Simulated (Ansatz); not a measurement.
Here is a crystal structure:

```xyz
1
Lattice="13.1520 0.0000 0.0000 0.0000 2.5442 0.0000 -5.2239 0.0000 24.7159" Properties=species:S:1:pos:R:3 pbc="T T T"
Ti    3.9641    1.2721   12.3579
```

### Summarise the structure in words.

The element is titanium. The cell holds one atom. The Ti atoms are each bonded to two Ti in a linear arrangement at 2.54 Å. The bonds build Ti chains along [010].

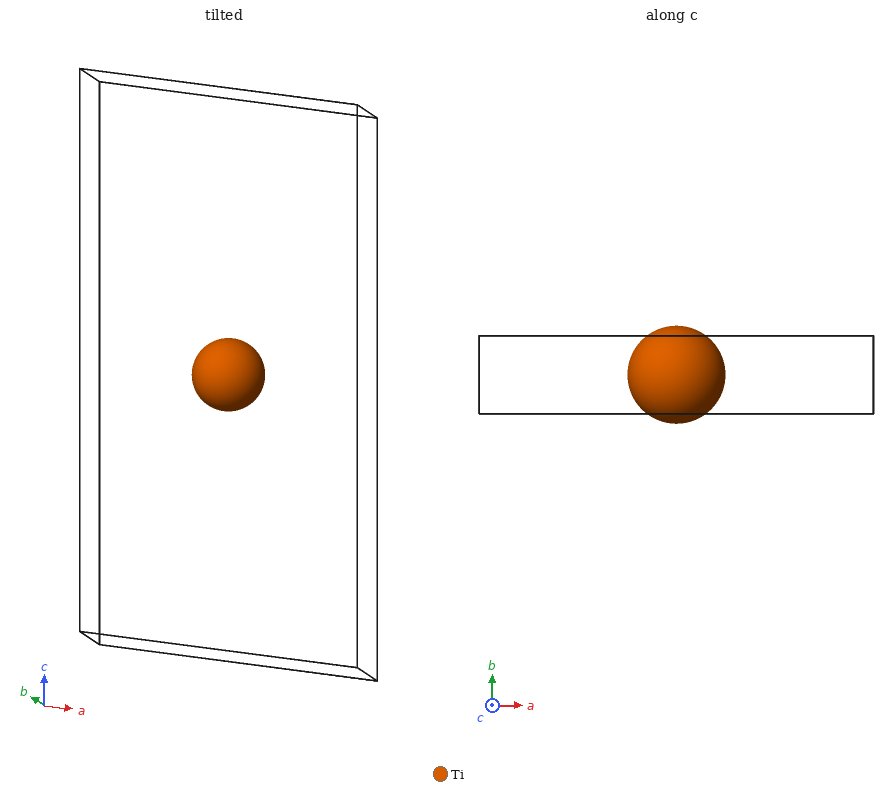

Shown here is a space-filling view of the crystal, taken slightly off an axis and along the c axis. The frame is the simulation cell; atoms at its boundary are shown with their periodic copies. Colours: titanium orange.

The cell started as a structure listed in the Materials Project, with elements exchanged, so it need not be a known form of the compound. The cell was then strained or its atoms displaced on purpose. Ansatz was used for an electronic-structure calculation on it.
